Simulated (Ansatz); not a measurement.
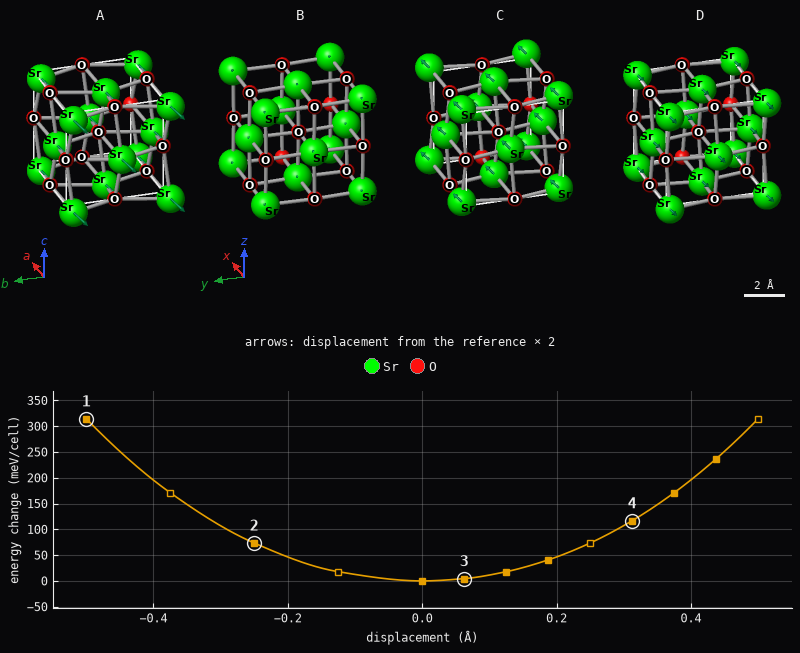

A scan of a crystal of SrO (Fm-3m): the whole Sr sublattice is shifted rigidly, along Cartesian [1 1 1], all else fixed. The frames are shuffled; the numbered points of the plot belong to them. Hollow markers are points alike by symmetry, not computed again. The picture is a ball-and-stick view of the conventional cell (4 times the calculation's cell), seen from a free direction. Green arrows: displacements from the reference. Lengths and directions refer to the drawn axes.

The calculation used DFT r2SCAN, scalar-relativistic, plane waves, PAW in Ansatz 0.2.0. Settings: plane-wave cutoff 500 eV; k-point mesh 8 × 8 × 8; occupations gaussian; smearing width 0.05 eV; no spin polarisation. Energies (free energies at the smearing named) are counted from the relaxed crystal.

Q: Match the frames to the points.

A: Point 1 is frame A (the displacement −0.50 Å, 314 meV/cell); 2 is frame D (the displacement −0.25 Å, 74 meV/cell); 3 is frame B (the displacement 0.0625 Å, 4 meV/cell); 4 is frame C (the displacement 0.3125 Å, 117 meV/cell). Of the computed points the lowest is at the displacement 0.00 Å, 0 meV/cell. The end points stand at 314 meV/cell (−0.50 Å) and 314 meV/cell (0.50 Å). The curvature at zero is about 2.3 eV/Å² per cell. The well is symmetric. At the highest point the shortest interatomic distance is 2.33 Å, against 2.58 Å in the reference. The distortion takes the space group from Fm-3m to R3m.
